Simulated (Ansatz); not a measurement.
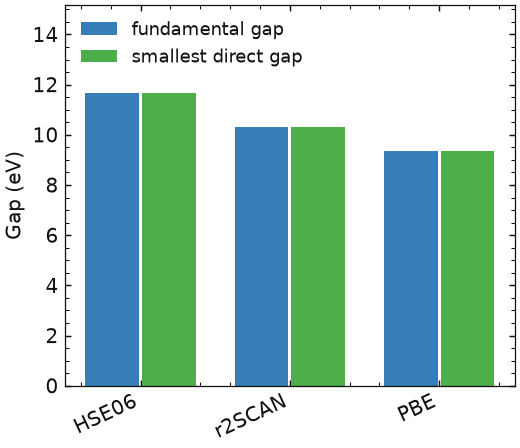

Gaps of LiF, space group Fm-3m, 2 atoms in the cell, rocksalt type, at several levels of theory on one cell (Ansatz, plane waves and PAW; edges over the mesh and the special points).

**How does the gap depend on the level, and does its kind change?**

In rising order: PBE 9.35 eV, r2SCAN 10.33 eV and HSE06 11.67 eV. It is direct at every level.
